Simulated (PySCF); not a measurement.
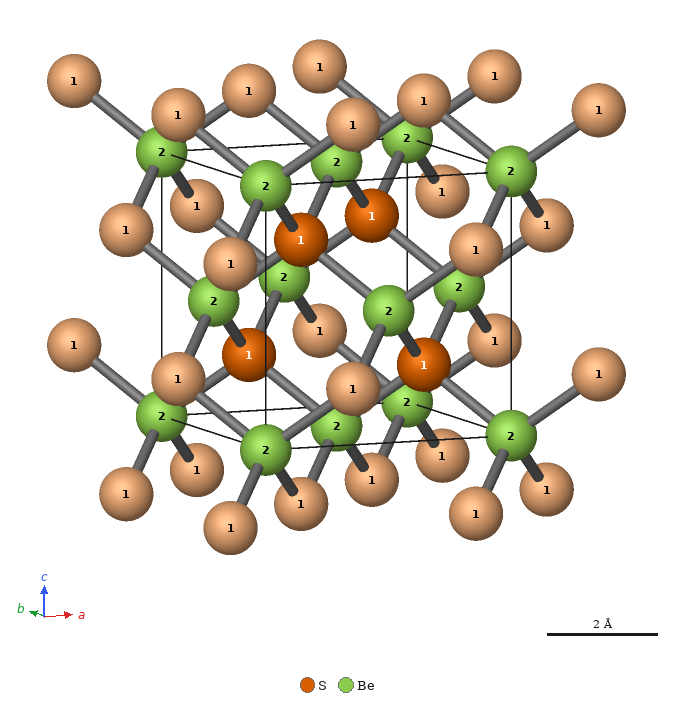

Fig. 1: The input geometry (ball-and-stick view of the cell 4 times as large as that of the calculation, set on its symmetry axes, seen slightly off an axis; neighbours outside the cell are drawn fainter; atoms are numbered from 1 in the order of the input). An atom can appear more than once, as a periodic image. Near neighbours in the periodic cell (some may lie outside the picture): S has 4 Be at 2.10 Å; Be has 4 S at 2.10 Å.

## Mp2 calculation of BeS

The run: mp2 calculation of BeS (F-43m, 2 atoms in the cell). Method and program: Hartree-Fock of a periodic cell in Gaussian orbitals, HF, pob-tzvp-rev2 (all-electron), MP2, no spin polarisation (PySCF 2.14.0).

The structure derives from an entry of the Crystallography Open Database.

**The input**
```python
import json
import numpy as np
from pyscf.pbc import gto, scf, dft, df
from pyscf.pbc.tools import pyscf_ase
import spglib
from ase import Atoms
from ase.io import read

conv = read('BeS.cif')
a, x, z = spglib.find_primitive((conv.cell[:], conv.get_scaled_positions(), conv.numbers), symprec=1e-4)
atoms = Atoms(z, cell=a, scaled_positions=x, pbc=True)
cell = pyscf_ase.cell_from_ase(atoms)
cell.basis = 'pob-tzvp-rev2'
cell.exp_to_discard = 0.1
cell.precision = 1e-08
cell.max_memory = 5040  # MB
cell.verbose = 4
cell.build()

res = {}
kpts = cell.make_kpts([3, 3, 3])
mf = scf.KRHF(cell, kpts, exxdiv='ewald')
mf = mf.density_fit()
mf.with_df._cderi = 'cderi.h5'  # three-centre integrals saved by an earlier run on this cell, basis and mesh
mf.conv_tol = 1e-08
mf.max_cycle = 60

mf.kernel()
res.update(converged=bool(mf.converged), e_tot=mf.e_tot, nelec=cell.nelectron, nao=cell.nao, mesh=list(map(int, cell.mesh)), a=cell.lattice_vectors().tolist(), coords=cell.atom_coords().tolist(),
           mo_energy=[np.real(x).tolist() for x in mf.mo_energy], mo_occ=[np.real(x).tolist() for x in mf.mo_occ])
import h5py
print('fit functions by k pair:', sorted({v['0'].shape[0] for v in h5py.File(mf.with_df._cderi)['j3c'].values()}))
res.update(kpts=cell.get_scaled_kpts(kpts).tolist())
res['parts'] = {k: float(np.real(v)) for k, v in mf.scf_summary.items() if np.isscalar(v)}
json.dump(res, open('results.json', 'w'))
if not mf.converged:
    raise SystemExit('SCF not converged')

print('levels (eV)')
for i, kp in enumerate(res['kpts'][:40]):
    print('k %7.4f %7.4f %7.4f  ' % tuple(kp), ' '.join('%.3f' % (x * 27.211386) for x in res['mo_energy'][i][:15]))

# Mulliken populations
dm, s = np.asarray(mf.make_rdm1()), np.asarray(mf.get_ovlp())
sites = cell.aoslice_by_atom()[:, 2:]
tot = np.einsum('kij,kji->i', dm, s).real / len(kpts)
res['mulliken'] = [cell.atom_charge(i) - tot[a0:a1].sum() for i, (a0, a1) in enumerate(sites)]
print('Mulliken charges', np.round(res['mulliken'], 5))

from pyscf.pbc import mp
pt = mp.KMP2(mf, frozen=5)
pt.kernel(with_t2=False)
res.update(e_corr=pt.e_corr, e_ss=getattr(pt, 'e_corr_ss', None), e_os=getattr(pt, 'e_corr_os', None))
res['done'] = True
json.dump(res, open('results.json', 'w'))
```

**File BeS.cif**
```
data_BeS
_cell_length_a 4.85000000
_cell_length_b 4.85000000
_cell_length_c 4.85000000
_cell_angle_alpha 90.00000000
_cell_angle_beta 90.00000000
_cell_angle_gamma 90.00000000
_space_group_name_H-M_alt 'F-43m'
_space_group_name_Hall 'F -4 2 3'
_space_group_IT_number 216
loop_
_space_group_symop_operation_xyz
'x,y,z'
'y,-x,-z'
'-x,-y,z'
'-y,x,-z'
'x,-y,-z'
'y,x,z'
'-x,y,-z'
'-y,-x,z'
'z,x,y'
'-z,y,-x'
'z,-x,-y'
'-z,-y,x'
'-z,x,-y'
'z,y,x'
'-z,-x,y'
'z,-y,-x'
'y,z,x'
'-x,-z,y'
'-y,z,-x'
'x,-z,-y'
'-y,-z,x'
'x,z,y'
'y,-z,-x'
'-x,z,-y'
'x,y+1/2,z+1/2'
'y,-x+1/2,-z+1/2'
'-x,-y+1/2,z+1/2'
'-y,x+1/2,-z+1/2'
'x,-y+1/2,-z+1/2'
'y,x+1/2,z+1/2'
'-x,y+1/2,-z+1/2'
'-y,-x+1/2,z+1/2'
'z,x+1/2,y+1/2'
'-z,y+1/2,-x+1/2'
'z,-x+1/2,-y+1/2'
'-z,-y+1/2,x+1/2'
'-z,x+1/2,-y+1/2'
'z,y+1/2,x+1/2'
'-z,-x+1/2,y+1/2'
'z,-y+1/2,-x+1/2'
'y,z+1/2,x+1/2'
'-x,-z+1/2,y+1/2'
'-y,z+1/2,-x+1/2'
'x,-z+1/2,-y+1/2'
'-y,-z+1/2,x+1/2'
'x,z+1/2,y+1/2'
'y,-z+1/2,-x+1/2'
'-x,z+1/2,-y+1/2'
'x+1/2,y,z+1/2'
'y+1/2,-x,-z+1/2'
'-x+1/2,-y,z+1/2'
'-y+1/2,x,-z+1/2'
'x+1/2,-y,-z+1/2'
'y+1/2,x,z+1/2'
'-x+1/2,y,-z+1/2'
'-y+1/2,-x,z+1/2'
'z+1/2,x,y+1/2'
'-z+1/2,y,-x+1/2'
'z+1/2,-x,-y+1/2'
'-z+1/2,-y,x+1/2'
'-z+1/2,x,-y+1/2'
'z+1/2,y,x+1/2'
'-z+1/2,-x,y+1/2'
'z+1/2,-y,-x+1/2'
'y+1/2,z,x+1/2'
'-x+1/2,-z,y+1/2'
'-y+1/2,z,-x+1/2'
'x+1/2,-z,-y+1/2'
'-y+1/2,-z,x+1/2'
'x+1/2,z,y+1/2'
'y+1/2,-z,-x+1/2'
'-x+1/2,z,-y+1/2'
'x+1/2,y+1/2,z'
'y+1/2,-x+1/2,-z'
'-x+1/2,-y+1/2,z'
'-y+1/2,x+1/2,-z'
'x+1/2,-y+1/2,-z'
'y+1/2,x+1/2,z'
'-x+1/2,y+1/2,-z'
'-y+1/2,-x+1/2,z'
'z+1/2,x+1/2,y'
'-z+1/2,y+1/2,-x'
'z+1/2,-x+1/2,-y'
'-z+1/2,-y+1/2,x'
'-z+1/2,x+1/2,-y'
'z+1/2,y+1/2,x'
'-z+1/2,-x+1/2,y'
'z+1/2,-y+1/2,-x'
'y+1/2,z+1/2,x'
'-x+1/2,-z+1/2,y'
'-y+1/2,z+1/2,-x'
'x+1/2,-z+1/2,-y'
'-y+1/2,-z+1/2,x'
'x+1/2,z+1/2,y'
'y+1/2,-z+1/2,-x'
'-x+1/2,z+1/2,-y'
loop_
_atom_site_label
_atom_site_type_symbol
_atom_site_symmetry_multiplicity
_atom_site_Wyckoff_symbol
_atom_site_fract_x
_atom_site_fract_y
_atom_site_fract_z
_atom_site_occupancy
S1 S 4 c 0.2500000000 0.2500000000 0.2500000000 1
Be1 Be 4 a 0.0000000000 0.0000000000 0.0000000000 1
```

Machine: 4 threads of Arm Neoverse V1, 24 GiB of memory available, shared host.

Run as:
```bash
OMP_NUM_THREADS=4 python -u run.py > log
```

**What the program printed**
```
Discarded 0 diffused primitive functions, 0 contracted functions

PySCF version 2.14.0

[INPUT] verbose = 4
[INPUT] num. atoms = 2
[INPUT] num. electrons = 20
[INPUT] charge = 0
[INPUT] spin (= nelec alpha-beta = 2S) = 0
[INPUT] symmetry False subgroup None
[INPUT] Mole.unit = angstrom
[INPUT] Symbol           X                Y                Z      unit          X                Y                Z       unit  Magmom
[INPUT]  1 S      1.212500000000   1.212500000000   1.212500000000 AA    2.291292926035   2.291292926035   2.291292926035 Bohr   0.0
[INPUT]  2 Be     0.000000000000   0.000000000000   0.000000000000 AA    0.000000000000   0.000000000000   0.000000000000 Bohr   0.0

nuclear repulsion = -73.6336607699763
number of shells = 14
number of NR pGTOs = 51
number of NR cGTOs = 24
basis = pob-tzvp-rev2
ecp = {}
lattice vectors  a1 [0.000000000, 4.582585852, 4.582585852]
                 a2 [4.582585852, 0.000000000, 4.582585852]
                 a3 [4.582585852, 4.582585852, 0.000000000]
dimension = 3
low_dim_ft_type = None
Cell volume = 192.469
exp_to_discard = 0.1
rcut = 21.10297247177899 (nimgs = [4 4 4])
precision = 1e-08
pseudo = None
ke_cutoff = 3343404.0436524525
    = [5337 5337 5337] mesh (152016807753 PWs)

******** <class 'pyscf.pbc.scf.khf.KRHF'> ********
method = KRHF
initial guess = minao
damping factor = 0
level_shift factor = 0
DIIS = <class 'pyscf.scf.diis.CDIIS'>
diis_start_cycle = 1
diis_space = 8
diis_damp = 0
SCF conv_tol = 1e-08
SCF conv_tol_grad = None
SCF max_cycles = 60
direct_scf = True
direct_scf_tol = 1e-13

******** PBC SCF flags ********
N kpts = 27
Exchange divergence treatment (exxdiv) = ewald
    madelung (= occupied orbital energy shift) = 0.16674945187851725
    Total energy shift due to Ewald probe charge = -1/2 * Nelec*madelung = -1.66749451879
DF object = <pyscf.pbc.df.df.GDF object>
Set gradient conv threshold to 0.0001

******** <class 'pyscf.pbc.df.rsdf_builder._RSNucBuilder'> ********
mesh = [11 11 11] (1331 PWs)
ke_cutoff = 11.749476964270812
omega = 0.44500204907591434
exclude_d_aux = False
exclude_dd_block = True
j2c_eig_always = False
has_long_range = True
init E= -413.457720860148
  HOMO = 0.245836585688  LUMO = 0.528272548081  gap/eV = 7.68547
cycle= 1 E= -412.181205195714  delta_E= 1.28  |g|= 1.14  |ddm|=   18
  HOMO = 0.121598347  LUMO = 0.64300031354  gap/eV = 14.18807
cycle= 2 E= -412.196360223948  delta_E= -0.0152  |g|= 0.235  |ddm|= 2.28
  HOMO = 0.120940677727  LUMO = 0.653594153072  gap/eV = 14.49424
cycle= 3 E= -412.197301404833  delta_E= -0.000941  |g|= 0.057  |ddm|= 0.546
  HOMO = 0.120316927576  LUMO = 0.65612548715  gap/eV = 14.58009
cycle= 4 E= -412.197370117417  delta_E= -6.87e-05  |g|= 0.00658  |ddm|= 0.186
  HOMO = 0.120476816238  LUMO = 0.656263192372  gap/eV = 14.57949
cycle= 5 E= -412.197371049768  delta_E= -9.32e-07  |g|= 0.00117  |ddm|= 0.0324
  HOMO = 0.120414761361  LUMO = 0.656252949026  gap/eV = 14.58090
cycle= 6 E= -412.197371071451  delta_E= -2.17e-08  |g|= 0.000151  |ddm|= 0.00571
  HOMO = 0.120417016842  LUMO = 0.656256677501  gap/eV = 14.58094
cycle= 7 E= -412.197371071919  delta_E= -4.68e-10  |g|= 2.48e-05  |ddm|= 0.000841
  HOMO = 0.120416907358  LUMO = 0.656255819773  gap/eV = 14.58092
```

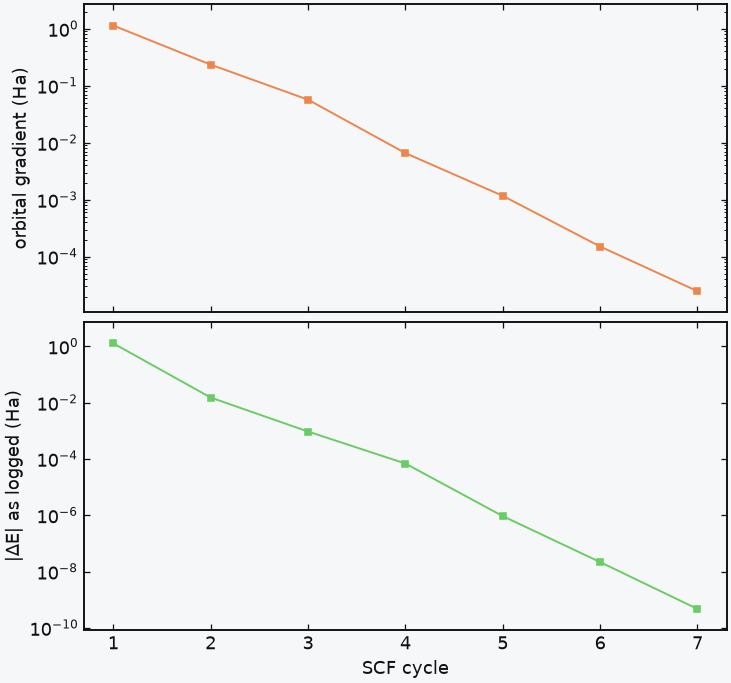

Fig. 2: Convergence of the self-consistent field: orbital gradient and size of the energy change against the SCF cycle. The residual falls at every step.

```
Extra cycle  E= -412.197371071937  delta_E= -1.81e-11  |g|= 1.07e-05  |ddm|= 0.000118
converged SCF energy = -412.197371071937
fit functions by k pair: [162]
levels (eV)
k  0.0000  0.0000  0.0000   -2487.741 -231.322 -168.017 -168.017 -168.017 -116.638 -15.903 3.277 3.277 3.277 17.858 29.298 29.298 29.298 31.668
k -0.0000 -0.0000  0.3333   -2487.741 -231.323 -168.016 -168.016 -168.013 -116.638 -14.397 -2.786 2.257 2.257 18.238 25.644 30.224 30.224 33.883
k -0.0000 -0.0000  0.6667   -2487.741 -231.323 -168.016 -168.016 -168.013 -116.638 -14.397 -2.786 2.257 2.257 18.238 25.644 30.224 30.224 33.883
k  0.0000  0.3333 -0.0000   -2487.741 -231.323 -168.016 -168.016 -168.013 -116.638 -14.397 -2.786 2.257 2.257 18.238 25.644 30.224 30.224 33.883
k  0.0000  0.3333  0.3333   -2487.741 -231.323 -168.014 -168.014 -168.013 -116.638 -13.883 -1.973 0.478 0.478 18.100 24.762 28.688 28.688 32.353
k  0.0000  0.3333  0.6667   -2487.741 -231.323 -168.015 -168.013 -168.013 -116.638 -13.071 -2.840 -2.114 0.891 19.815 26.671 27.645 30.021 31.115
k  0.0000  0.6667 -0.0000   -2487.741 -231.323 -168.016 -168.016 -168.013 -116.638 -14.397 -2.786 2.257 2.257 18.238 25.644 30.224 30.224 33.883
k  0.0000  0.6667  0.3333   -2487.741 -231.323 -168.015 -168.013 -168.013 -116.638 -13.071 -2.840 -2.114 0.891 19.815 26.671 27.645 30.021 31.115
k  0.0000  0.6667  0.6667   -2487.741 -231.323 -168.014 -168.014 -168.013 -116.638 -13.883 -1.973 0.478 0.478 18.100 24.762 28.688 28.688 32.353
k  0.3333  0.0000  0.0000   -2487.741 -231.323 -168.016 -168.016 -168.013 -116.638 -14.397 -2.786 2.257 2.257 18.238 25.644 30.224 30.224 33.883
k  0.3333  0.0000  0.3333   -2487.741 -231.323 -168.014 -168.014 -168.013 -116.638 -13.883 -1.973 0.478 0.478 18.100 24.762 28.688 28.688 32.353
k  0.3333  0.0000  0.6667   -2487.741 -231.323 -168.015 -168.013 -168.013 -116.638 -13.071 -2.840 -2.114 0.891 19.815 26.671 27.645 30.021 31.115
k  0.3333  0.3333  0.0000   -2487.741 -231.323 -168.014 -168.014 -168.013 -116.638 -13.883 -1.973 0.478 0.478 18.100 24.762 28.688 28.688 32.353
k  0.3333  0.3333  0.3333   -2487.741 -231.323 -168.016 -168.016 -168.013 -116.638 -14.397 -2.786 2.257 2.257 18.238 25.644 30.224 30.224 33.883
k  0.3333  0.3333  0.6667   -2487.741 -231.323 -168.015 -168.013 -168.013 -116.638 -13.071 -2.840 -2.114 0.891 19.815 26.671 27.645 30.021 31.115
k  0.3333  0.6667  0.0000   -2487.741 -231.323 -168.015 -168.013 -168.013 -116.638 -13.071 -2.840 -2.114 0.891 19.815 26.671 27.645 30.021 31.115
k  0.3333  0.6667  0.3333   -2487.741 -231.323 -168.015 -168.013 -168.013 -116.638 -13.071 -2.840 -2.114 0.891 19.815 26.671 27.645 30.021 31.115
k  0.3333  0.6667  0.6667   -2487.741 -231.323 -168.015 -168.013 -168.013 -116.638 -13.071 -2.840 -2.114 0.891 19.815 26.671 27.645 30.021 31.115
k  0.6667  0.0000  0.0000   -2487.741 -231.323 -168.016 -168.016 -168.013 -116.638 -14.397 -2.786 2.257 2.257 18.238 25.644 30.224 30.224 33.883
k  0.6667  0.0000  0.3333   -2487.741 -231.323 -168.015 -168.013 -168.013 -116.638 -13.071 -2.840 -2.114 0.891 19.815 26.671 27.645 30.021 31.115
k  0.6667  0.0000  0.6667   -2487.741 -231.323 -168.014 -168.014 -168.013 -116.638 -13.883 -1.973 0.478 0.478 18.100 24.762 28.688 28.688 32.353
k  0.6667  0.3333  0.0000   -2487.741 -231.323 -168.015 -168.013 -168.013 -116.638 -13.071 -2.840 -2.114 0.891 19.815 26.671 27.645 30.021 31.115
k  0.6667  0.3333  0.3333   -2487.741 -231.323 -168.015 -168.013 -168.013 -116.638 -13.071 -2.840 -2.114 0.891 19.815 26.671 27.645 30.021 31.115
k  0.6667  0.3333  0.6667   -2487.741 -231.323 -168.015 -168.013 -168.013 -116.638 -13.071 -2.840 -2.114 0.891 19.815 26.671 27.645 30.021 31.115
k  0.6667  0.6667  0.0000   -2487.741 -231.323 -168.014 -168.014 -168.013 -116.638 -13.883 -1.973 0.478 0.478 18.100 24.762 28.688 28.688 32.353
k  0.6667  0.6667  0.3333   -2487.741 -231.323 -168.015 -168.013 -168.013 -116.638 -13.071 -2.840 -2.114 0.891 19.815 26.671 27.645 30.021 31.115
k  0.6667  0.6667  0.6667   -2487.741 -231.323 -168.016 -168.016 -168.013 -116.638 -14.397 -2.786 2.257 2.257 18.238 25.644 30.224 30.224 33.883
Mulliken charges [-1.35712  1.35712]

******** <class 'pyscf.pbc.mp.kmp2.KMP2'> ********
nkpts = 27
nocc = 5
nmo = 19
with_df_ints = True
frozen orbitals = 5
E(KMP2) = -412.271612693572  E_corr = -0.0742416216352733
E(SCS-KMP2) = -412.271782325212  E_corr = -0.0744112532749944
E_corr(same-spin) = -0.0169369531007695
E_corr(oppo-spin) = -0.0573046685345038
```

**Results in brief**

```csv
quantity,value
outcome,converged
space group (tolerance 0.01 Å),F-43m (216)
electrons in bands (core shells apart),20
free energy,−11216.4619 eV
total energy,−11216.4619 eV
Fermi energy,3.277 eV
gap on the k-point mesh,14.58 eV
wall time,31 s (CPU time 67 s)
peak memory,0.3 GiB
```

**Remarks**

Points of doubt noted for this run: mesh coarse for exact exchange; small mesh and basis. So coarse a mesh can miss the band edges, so the true gap of this method can be much smaller, or zero. The k-point mesh is coarse for a cell of this size, so the results may not be converged.
